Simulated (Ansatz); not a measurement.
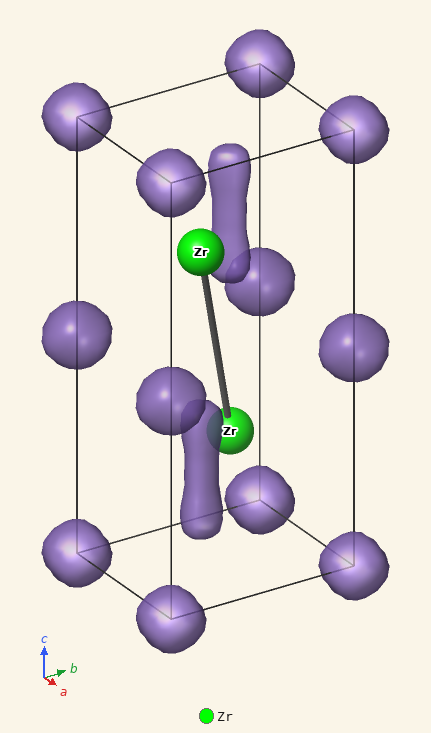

Zr. Isosurface of the ELF at 0.65 (purple), seen slightly off an axis. Core shells and regions of very low density are left out. Sticks mark near contacts.

Space group P6₃/mmc; a structure from a database of computed crystals, not necessarily the ambient phase.

All numbers below come from DFT PBE, scalar-relativistic, plane waves, PAW (Ansatz 0.2.0).

### Describe the localisation domains.

At this value the surface marks out four pockets between the atoms, centred on no nucleus (multi-centre or interstitial), counted in one cell of 2 atoms. Any copies at cell faces, edges or corners count once. There are no localised bonds or lone pairs at this value. Along the contacts the grid gives the following. Zr–Zr (3.19 Å): the ELF is about 0.20 at the midpoint; no localised pair shows between them. Zr–Zr (3.23 Å): the ELF is about 0.25 at the midpoint; no localised pair shows between them.

### Metal or insulator at this level of theory?

It is gapless in this calculation (a metal or semimetal).
